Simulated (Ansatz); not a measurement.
# Geometry relaxation of WS₂ (part 1 of 2)

System: WS₂ (P-6m2, 3 atoms in the cell).
Method: DFT PBE+D3(BJ), scalar-relativistic, plane waves, PAW, no spin polarisation (Ansatz 0.2.0).

The structure derives from a Materials Project entry. It belongs to a series of runs on one base structure; here: relaxed at 12 GPa.

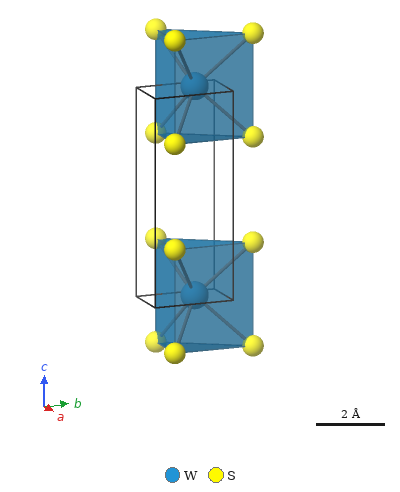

*The structure as given in the input (polyhedral view of the cell of the calculation, seen slightly off an axis; polyhedra are completed across the faces of the cell).*

**Key numbers**

- outcome: converged
- space group (tolerance 0.01 Å): P-6m2 (187)
- electrons treated: 26
- free energy: −12192.3404 eV
- Fermi energy: 13.252 eV
- gap on the k-point mesh: 0.73 eV
- pressure: 12.00 GPa
- final volume: 49.90 Å³
- largest force (length of the vector) at the end: 0.002 eV/Å
- final cell: a = 3.061 Å, b = 3.061 Å, c = 6.149 Å, α = 90.00°, β = 90.00°, γ = 120.00°
- hardware: 1 thread of Intel Xeon (Granite Rapids), 32 GiB of memory available, shared host
- wall time: 24 s
- peak memory: 0.46 GiB

**Notes**

Spin–orbit coupling is left out, which matters for W. The cell was relaxed to the target pressure of the input; what is minimised is then the enthalpy E + pV.

**The input**
```yaml
crystal:
  lattice:
    - [3.0368376416, 0.0, 0.0]
    - [-1.5184188208, 2.6299785448, 0.0]
    - [0.0, 0.0, 6.2065908043]
  atoms:
    - { symbol: W, position: [0.3333333333, 0.6666666667, 0.0] }
    - { symbol: S, position: [0.6666666667, 0.3333333333, 0.7522689663] }
    - { symbol: S, position: [0.6666666667, 0.3333333333, 0.2477310337] }
basis:
  ecutwfc: 420
kpoints:
  mp_grid: { grid: [12, 12, 6] }
hamiltonian:
  xc: pbe
  dispersion: d3bj
scf:
  occupations: { method: gaussian, width: 0.02 }
output:
  forces: true
  stress: true
  eigenvalues: true
  write_density: true
  write_potential: true
  elf: true
  volumetric_format: npy
relax:
  adjacent_minimum: "off"
  f_tol: 0.008
  max_steps: 50
  cell: { stress_tol: 0.08, p_target: 12.0 }
```

Launched with:
```bash
ansatz run input.yaml --threads 1 --pin off --max-ram 2560MiB --backend cpu --events-out ev --progress --plain --runs-dir out
```

**The program's output**
```
Engine: ansatz 0.2.0, x86_64-unknown-linux-gnu
Pseudopotentials: kind: paw
Pseudopotential: W, paw, valence charge 14, recommended cutoff 420 eV (normal), W.paw.azcp
Pseudopotential: S, paw, valence charge 6, recommended cutoff 420 eV (normal), S.paw.azcp
Functional definition: PBE
  parameter kappa = 0.804
  parameter beta = 0.06672455060314922
  exchange = pbe_x(kappa = kappa, mu = beta*pi^2/3)
  correlation = pbe_c(beta = beta)
Crystal: 3 atoms, lattice volume = 49.571 Å³
Basis set: ecut = 420 eV, 969 PW (Γ), exchange–correlation on 48×48×90 points (8 copies of the dense FFT grid, shifted against one another)
Bands: 17, of which v1, the nominal top of the filled ones, is band 13 counted from 1 (12 counted from 0)
Symmetry: 12 space group operations
Space group: P-6m2 (ITA 187), of the structure as read, at distance tolerance 3.7e-5 Å
k-points: 76 of 864 (time reversal used)
Non-local potential: W, projectors of the file, l = 0: 3, l = 1: 2, l = 2: 2, l = 3: 1
Non-local potential: S, projectors of the file, l = 0: 2, l = 1: 2, l = 2: 2
PAW form: soft (Blöchl's): semilocal exchange-correlation on the pseudo side does not see the compensation charge
PAW one-centre angular grid: W, 590 points (default); XC on 64 Gauss nodes
PAW one-centre angular grid: S, 110 points (default); XC on 64 Gauss nodes
Initial density: superposition of atomic densities (neutral atoms: chi_scale 0, normalization atom), corrected by the library's trained network
Initial wavefunctions: pseudopotential atomic-orbital guess
Functional: x = pbe(κ = 0.804, μ = 0.2195149727645171), c = pbe(β = 0.06672455060314922)
SCF iter   1: F=—  HF=-12192.213724 eV  |F-HF|=—  |Δ(HF+E_count)|=         —  Δρ=6.63e-3  dr2=1.78e-2  ethr=1.77e-3  ⟨swp⟩=6.2  Hψ=7764  notcnv=0
preconditioner: auto → none  [insulator: Δε(μ)=0.939 eV  Ē_g=9.458 eV  σ=0.020 eV  W_gap=1.00  n_scr=10 (ndim 8)  ℏωp=22.4 eV  f_vac=0.041  D(μ)=0.00/eV (n_scr^D=0)  ε∞_Penn≈6.6]
SCF iter   2: F=—  HF=-12192.217536 eV  |F-HF|=—  |Δ(HF+E_count)|=   3.81e-3  Δρ=5.24e-3  dr2=3.22e-2  ethr=6.85e-5  ⟨swp⟩=3.4  Hψ=3106  notcnv=0
SCF iter   3: F=—  HF=-12192.213785 eV  |F-HF|=—  |Δ(HF+E_count)|=   3.75e-3  Δρ=2.56e-3  dr2=4.35e-3  ethr=6.85e-5  ⟨swp⟩=3.0  Hψ=2303  notcnv=0
SCF iter   4: F=—  HF=-12192.214299 eV  |F-HF|=—  |Δ(HF+E_count)|=   5.14e-4  Δρ=8.99e-4  dr2=1.53e-4  ethr=1.67e-5  ⟨swp⟩=2.0  Hψ=1950  notcnv=0
SCF iter   5: F=—  HF=-12192.214476 eV  |F-HF|=—  |Δ(HF+E_count)|=   1.77e-4  Δρ=1.97e-4  dr2=7.08e-6  ethr=5.89e-7  ⟨swp⟩=2.2  Hψ=1988  notcnv=0
SCF iter   6: F=—  HF=-12192.214537 eV  |F-HF|=—  |Δ(HF+E_count)|=   6.16e-5  Δρ=2.19e-5  dr2=1.78e-7  ethr=2.72e-8  ⟨swp⟩=2.2  Hψ=2092  notcnv=0
SCF iter   7: F=-12192.214537 eV  HF=-12192.214537 eV  |F-HF|=3.48e-9  |Δ(HF+E_count)|=   1.53e-7  Δρ=3.41e-6  dr2=2.64e-9  ethr=3.85e-10  ⟨swp⟩=11.8  Hψ=10378  notcnv=0
SCF 1 converged in 7 iterations: F = -12192.214537 eV  dr2 = 2.64e-9
  greatest PAW one-centre occupation: 1.000 electrons in one spin orbital (limit 2), on the W atom at site 0 (counted from 0), in its partial waves of l = 0
relax step   1: F+E_penalty+E_count = -12192.21453749 eV  Δ(F+E_penalty+E_count) = +0.000e0 eV  max|allowed force component| = 1.572e0 eV/Å  Δτ_max = 0.0000 Å  P = +20.958 GPa  Ω = 49.571 Å³  (7 SCF iters, dr2 threshold 1.00e-7 eV, accepted)
Crystal: 3 atoms, lattice volume = 47.679 Å³
Basis set: ecut = 420 eV, 919 PW (Γ), exchange–correlation on 48×48×90 points (8 copies of the dense FFT grid, shifted against one another)
Initial density: handed on by an earlier stage of this run
Initial wavefunctions: those handed on with the density
iter 1 solved again at ethr=2.11e-4 eV; its pass at ethr=3.10e-3 eV (dr2=5.48e-2 eV) is discarded
SCF iter   1: F=—  HF=-12192.066706 eV  |F-HF|=—  |Δ(HF+E_count)|=         —  Δρ=1.16e-2  dr2=5.46e-2  ethr=2.11e-4  ⟨swp⟩=1.1  Hψ=8837  notcnv=0
preconditioner: auto → none  [insulator: Δε(μ)=0.123 eV  Ē_g=9.205 eV  σ=0.020 eV  W_gap=1.00  n_scr=10 (ndim 8)  ℏωp=22.8 eV  f_vac=0.000  D(μ)=0.00/eV (n_scr^D=0)  ε∞_Penn≈7.1]
SCF iter   2: F=—  HF=-12192.055933 eV  |F-HF|=—  |Δ(HF+E_count)|=   1.08e-2  Δρ=5.29e-3  dr2=1.37e-2  ethr=2.10e-4  ⟨swp⟩=2.2  Hψ=2097  notcnv=0
SCF iter   3: F=—  HF=-12192.055066 eV  |F-HF|=—  |Δ(HF+E_count)|=   8.67e-4  Δρ=1.56e-3  dr2=1.69e-3  ethr=5.28e-5  ⟨swp⟩=2.1  Hψ=2080  notcnv=0
SCF iter   4: F=—  HF=-12192.054725 eV  |F-HF|=—  |Δ(HF+E_count)|=   3.41e-4  Δρ=4.32e-4  dr2=9.77e-5  ethr=6.51e-6  ⟨swp⟩=2.0  Hψ=1856  notcnv=0
SCF iter   5: F=—  HF=-12192.054745 eV  |F-HF|=—  |Δ(HF+E_count)|=   2.07e-5  Δρ=5.22e-5  dr2=1.11e-6  ethr=3.76e-7  ⟨swp⟩=2.3  Hψ=1844  notcnv=0
SCF iter   6: F=-12192.054746 eV  HF=-12192.054746 eV  |F-HF|=2.04e-8  |Δ(HF+E_count)|=   2.15e-7  Δρ=1.08e-5  dr2=2.40e-8  ethr=1.15e-9  ⟨swp⟩=11.7  Hψ=10484  notcnv=0
SCF 2 converged in 6 iterations: F = -12192.054746 eV  dr2 = 2.40e-8
relax step   2: F+E_penalty+E_count = -12192.05474563 eV  Δ(F+E_penalty+E_count) = +1.598e-1 eV  max|allowed force component| = 1.099e0 eV/Å  Δτ_max = 0.1465 Å  P = +14.561 GPa  Ω = 47.679 Å³  energy of the carried Pulay correction = +4.186e-4 eV  (6 SCF iters, dr2 threshold 3.00e-7 eV, rejected (line search))
Crystal: 3 atoms, lattice volume = 49.991 Å³
iter 1 solved again at ethr=1.02e-4 eV; its pass at ethr=3.10e-3 eV (dr2=2.66e-2 eV) is discarded
SCF iter   1: F=—  HF=-12192.350636 eV  |F-HF|=—  |Δ(HF+E_count)|=         —  Δρ=7.04e-3  dr2=2.69e-2  ethr=1.02e-4  ⟨swp⟩=1.9  Hψ=8770  notcnv=0
preconditioner: auto → none  [insulator: Δε(μ)=0.794 eV  Ē_g=9.175 eV  σ=0.020 eV  W_gap=1.00  n_scr=10 (ndim 8)  ℏωp=22.3 eV  f_vac=0.046  D(μ)=0.00/eV (n_scr^D=0)  ε∞_Penn≈6.9]
SCF iter   2: F=—  HF=-12192.347062 eV  |F-HF|=—  |Δ(HF+E_count)|=   3.57e-3  Δρ=3.65e-3  dr2=1.04e-2  ethr=1.02e-4  ⟨swp⟩=2.6  Hψ=2211  notcnv=0
SCF iter   3: F=—  HF=-12192.349864 eV  |F-HF|=—  |Δ(HF+E_count)|=   2.80e-3  Δρ=3.53e-3  dr2=2.36e-2  ethr=4.02e-5  ⟨swp⟩=3.0  Hψ=2345  notcnv=0  recentre
SCF iter   4: F=—  HF=-12192.346305 eV  |F-HF|=—  |Δ(HF+E_count)|=   3.56e-3  Δρ=1.06e-3  dr2=4.59e-4  ethr=4.02e-5  ⟨swp⟩=2.9  Hψ=2243  notcnv=0
SCF iter   5: F=—  HF=-12192.346410 eV  |F-HF|=—  |Δ(HF+E_count)|=   1.05e-4  Δρ=1.86e-4  dr2=1.14e-5  ethr=1.77e-6  ⟨swp⟩=2.2  Hψ=1919  notcnv=0
SCF iter   6: F=—  HF=-12192.346382 eV  |F-HF|=—  |Δ(HF+E_count)|=   2.76e-5  Δρ=2.28e-5  dr2=3.35e-7  ethr=4.38e-8  ⟨swp⟩=2.0  Hψ=1954  notcnv=0
SCF iter   7: F=—  HF=-12192.346381 eV  |F-HF|=—  |Δ(HF+E_count)|=   1.71e-6  Δρ=5.93e-6  dr2=7.80e-9  ethr=1.29e-9  ⟨swp⟩=2.1  Hψ=1975  notcnv=0
SCF iter   8: F=—  HF=-12192.346381 eV  |F-HF|=—  |Δ(HF+E_count)|=   1.85e-8  Δρ=9.96e-7  dr2=2.94e-10  ethr=3.00e-11  ⟨swp⟩=2.1  Hψ=2062  notcnv=0
SCF iter   9: F=-12192.346381 eV  HF=-12192.346381 eV  |F-HF|=1.82e-12  |Δ(HF+E_count)|=  9.39e-10  Δρ=1.25e-7  dr2=5.91e-12  ethr=1.00e-12  ⟨swp⟩=7.6  Hψ=6864  notcnv=0
SCF 3 converged in 9 iterations: F = -12192.346381 eV  dr2 = 5.91e-12
relax step   3: F+E_penalty+E_count = -12192.34638066 eV  Δ(F+E_penalty+E_count) = -1.318e-1 eV  max|allowed force component| = 3.155e-2 eV/Å  Δτ_max = 0.0579 Å  P = +11.999 GPa  Ω = 49.991 Å³  energy of the carried Pulay correction = -9.089e-5 eV  (9 SCF iters, accepted)
Crystal: 3 atoms, lattice volume = 49.940 Å³
iter 1 solved again at ethr=2.40e-7 eV; its pass at ethr=3.10e-3 eV (dr2=6.23e-5 eV) is discarded
SCF iter   1: F=—  HF=-12192.342946 eV  |F-HF|=—  |Δ(HF+E_count)|=         —  Δρ=3.25e-4  dr2=5.22e-5  ethr=2.40e-7  ⟨swp⟩=3.0  Hψ=8433  notcnv=0
preconditioner: auto → none  [insulator: Δε(μ)=0.734 eV  Ē_g=9.182 eV  σ=0.020 eV  W_gap=1.00  n_scr=10 (ndim 8)  ℏωp=22.3 eV  f_vac=0.027  D(μ)=0.00/eV (n_scr^D=0)  ε∞_Penn≈6.9]
SCF iter   2: F=—  HF=-12192.342919 eV  |F-HF|=—  |Δ(HF+E_count)|=   2.67e-5  Δρ=2.10e-4  dr2=6.27e-5  ethr=2.01e-7  ⟨swp⟩=2.0  Hψ=1970  notcnv=0
SCF iter   3: F=—  HF=-12192.342915 eV  |F-HF|=—  |Δ(HF+E_count)|=   3.92e-6  Δρ=1.61e-4  dr2=3.52e-5  ethr=2.01e-7  ⟨swp⟩=2.1  Hψ=1805  notcnv=0
SCF iter   4: F=—  HF=-12192.342911 eV  |F-HF|=—  |Δ(HF+E_count)|=   3.90e-6  Δρ=7.69e-5  dr2=5.99e-6  ethr=1.35e-7  ⟨swp⟩=1.0  Hψ=1293  notcnv=0
SCF iter   5: F=—  HF=-12192.342911 eV  |F-HF|=—  |Δ(HF+E_count)|=   5.88e-7  Δρ=1.76e-5  dr2=3.10e-7  ethr=2.30e-8  ⟨swp⟩=1.4  Hψ=1356  notcnv=0
SCF iter   6: F=-12192.342911 eV  HF=-12192.342911 eV  |F-HF|=6.29e-10  |Δ(HF+E_count)|=   5.72e-9  Δρ=2.12e-6  dr2=1.34e-9  ethr=1.15e-9  ⟨swp⟩=9.9  Hψ=8666  notcnv=0
SCF 4 converged in 6 iterations: F = -12192.342911 eV  dr2 = 1.34e-9
relax step   4: F+E_penalty+E_count = -12192.34291090 eV  Δ(F+E_penalty+E_count) = +3.470e-3 eV  max|allowed force component| = 1.922e-3 eV/Å  Δτ_max = 0.0033 Å  P = +11.926 GPa  Ω = 49.940 Å³  energy of the carried Pulay correction = -7.983e-5 eV  (6 SCF iters, dr2 threshold 3.00e-7 eV, accepted)
Crystal: 3 atoms, lattice volume = 49.905 Å³
iter 1 solved again at ethr=2.43e-8 eV; its pass at ethr=3.10e-3 eV (dr2=6.33e-6 eV) is discarded
SCF iter   1: F=—  HF=-12192.340319 eV  |F-HF|=—  |Δ(HF+E_count)|=         —  Δρ=6.56e-5  dr2=5.91e-6  ethr=2.43e-8  ⟨swp⟩=2.0  Hψ=7777  notcnv=0
preconditioner: auto → none  [insulator: Δε(μ)=0.730 eV  Ē_g=9.182 eV  σ=0.020 eV  W_gap=1.00  n_scr=10 (ndim 8)  ℏωp=22.3 eV  f_vac=0.027  D(μ)=0.00/eV (n_scr^D=0)  ε∞_Penn≈6.9]
SCF iter   2: F=—  HF=-12192.340293 eV  |F-HF|=—  |Δ(HF+E_count)|=   2.59e-5  Δρ=8.91e-5  dr2=1.42e-5  ethr=2.27e-8  ⟨swp⟩=2.0  Hψ=1816  notcnv=0
SCF iter   3: F=—  HF=-12192.340291 eV  |F-HF|=—  |Δ(HF+E_count)|=   2.03e-6  Δρ=2.90e-5  dr2=1.05e-6  ethr=2.27e-8  ⟨swp⟩=2.0  Hψ=1811  notcnv=0
SCF iter   4: F=—  HF=-12192.340291 eV  |F-HF|=—  |Δ(HF+E_count)|=   1.35e-7  Δρ=1.01e-5  dr2=3.77e-8  ethr=4.05e-9  ⟨swp⟩=2.2  Hψ=1616  notcnv=0
SCF iter   5: F=-12192.340291 eV  HF=-12192.340291 eV  |F-HF|=3.31e-10  |Δ(HF+E_count)|=   7.99e-9  Δρ=1.39e-6  dr2=5.57e-10  ethr=7.59e-11  ⟨swp⟩=8.8  Hψ=8020  notcnv=0
SCF 5 converged in 5 iterations: F = -12192.340291 eV  dr2 = 5.57e-10
relax step   5: F+E_penalty+E_count = -12192.34029074 eV  Δ(F+E_penalty+E_count) = +2.620e-3 eV  max|allowed force component| = 2.053e-3 eV/Å  Δτ_max = 0.0007 Å  P = +12.001 GPa  Ω = 49.905 Å³  energy of the carried Pulay correction = -7.225e-5 eV  (5 SCF iters, dr2 threshold 1.97e-8 eV, accepted)
Initial wavefunctions: pseudopotential atomic-orbital guess (no wavefunctions were taken with the density)
iter 1 solved again at ethr=4.29e-7 eV; its pass at ethr=3.10e-3 eV (dr2=1.12e-4 eV) is discarded
SCF iter   1: F=—  HF=-12192.340368 eV  |F-HF|=—  |Δ(HF+E_count)|=         —  Δρ=6.24e-5  dr2=6.89e-8  ethr=4.29e-7  ⟨swp⟩=3.0  Hψ=11139  notcnv=0
eigensolver tolerance schedule: the retry pair's looser diagonalisation over-reported the residual by 1618.18 of it (diagonalisation noise at 0.29 of the residual, at the tolerance the schedule requests for it); recorded, not acted on — ethr = c·dr2/N_el stays at c = 1.0e-1
preconditioner: auto → none  [insulator: Δε(μ)=0.730 eV  Ē_g=9.182 eV  σ=0.020 eV  W_gap=1.00  n_scr=10 (ndim 8)  ℏωp=22.3 eV  f_vac=0.028  D(μ)=0.00/eV (n_scr^D=0)  ε∞_Penn≈6.9]
SCF iter   2: F=—  HF=-12192.340358 eV  |F-HF|=—  |Δ(HF+E_count)|=   9.86e-6  Δρ=3.11e-5  dr2=1.73e-8  ethr=2.65e-10  ⟨swp⟩=3.3  Hψ=2806  notcnv=0
SCF iter   3: F=—  HF=-12192.340364 eV  |F-HF|=—  |Δ(HF+E_count)|=   5.70e-6  Δρ=5.11e-6  dr2=4.52e-8  ethr=6.67e-11  ⟨swp⟩=2.0  Hψ=1958  notcnv=0  recentre
SCF iter   4: F=—  HF=-12192.340364 eV  |F-HF|=—  |Δ(HF+E_count)|=   1.22e-9  Δρ=1.52e-6  dr2=3.73e-10  ethr=6.67e-11  ⟨swp⟩=2.0  Hψ=1772  notcnv=0
SCF iter   5: F=-12192.340364 eV  HF=-12192.340364 eV  |F-HF|=6.73e-10  |Δ(HF+E_count)|=   9.61e-9  Δρ=4.44e-7  dr2=1.65e-11  ethr=1.00e-12  ⟨swp⟩=7.5  Hψ=6945  notcnv=0
SCF 6 converged in 5 iterations: F = -12192.340364 eV  dr2 = 1.65e-11
relax step   6: F+E_penalty+E_count = -12192.34036405 eV  Δ(F+E_penalty+E_count) = -7.331e-5 eV  max|allowed force component| = 2.090e-3 eV/Å  Δτ_max = 0.0000 Å  P = +12.000 GPa  Ω = 49.905 Å³  stress off target by 1.30e-2 GPa  SCF on the basis re-selected at this cell (its energy is not comparable with the rows above)  (5 SCF iters)
```
